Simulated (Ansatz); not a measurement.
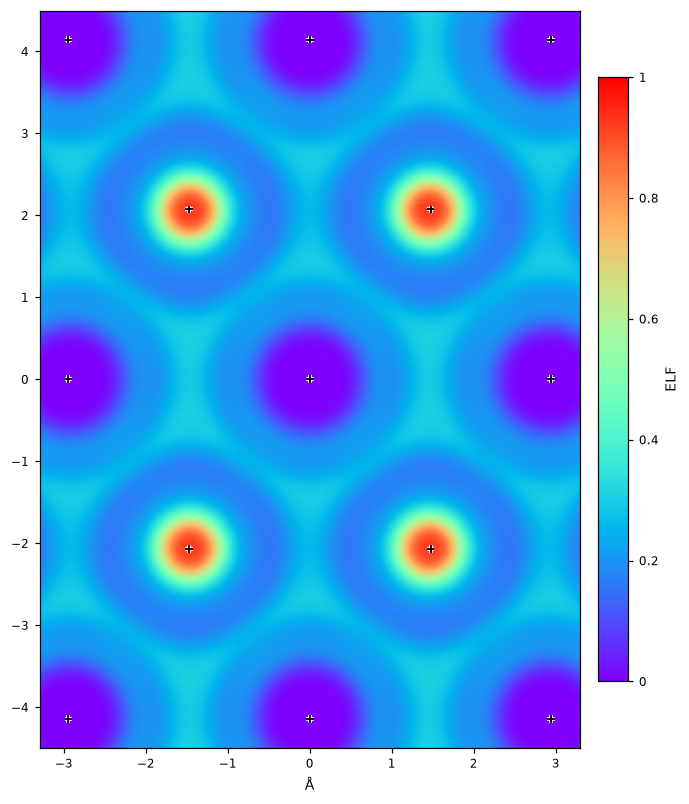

The electron localisation function on a plane through atoms (crosses mark nuclei in the plane).

Level of theory: Ansatz 0.2.0, DFT, PBEsol, PAW with Ansatz's default frozen-core files, scalar-relativistic.

Candidates:
A. Hf, a = 3.16 Å, b = 3.20 Å, c = 5.06 Å, α = 88.29°, β = 87.64°, γ = 61.28°. Space group P-1; changed on purpose from its base cell (equal xy, yz and zx shear strains of -3 %, PAW files); computed pressure about −4 GPa in this cell.
B. ZnCu, a = 2.94 Å, b = 2.94 Å, c = 2.92 Å, α = 90.00°, β = 90.00°, γ = 90.00°. Space group P4/mmm; changed on purpose from its base cell (zz strain of -1 %, PAW files); computed pressure about −4 GPa in this cell; computed without spin polarisation.

Q: Which system is this?

A: Candidate B: ZnCu on the (011) plane of the conventional cell, which holds Zn and Cu. Zn–Cu (2.54 Å): the ELF is about 0.25 at the midpoint: no localised pair shows between them.
